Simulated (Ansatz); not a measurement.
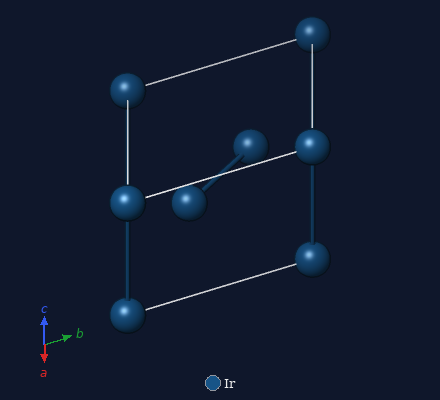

Ir (P6/mmm, No. 191): coordinates from a relaxation with DFT, RPBE, plane waves (420 eV) with PAW, scalar-relativistic in Ansatz; the starting structure was generated, so it need not be a known form of this composition.

```
Ir
1.0
     4.39703    0.00000    0.00000
    -2.19851    3.80794    0.00000
     0.00000    0.00000    2.71694
Ir
3
Direct
  0.00000 0.00000 0.00000
  0.33333 0.66667 0.50000
  0.66667 0.33333 0.50000
```

Q: What will a HAADF-like image along [101] show? Simulated incoherent Z contrast: every atom adds Z^1.6 spread by a probe of 0.68 Å full width; channelling and multiple scattering are left out. Shot noise was added.

A: The columns repeat on a centred rectangular net of 2.31 × 7.62 Å (plane group c2mm). All columns are alike (Ir). The shortest distance between visible columns is 1.27 Å in projection. Along the beam the structure repeats every 5.17 Å.

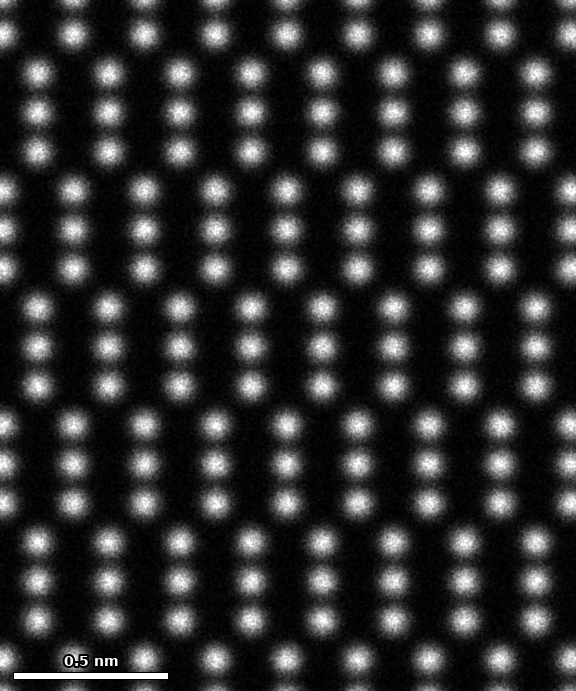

The simulated image.
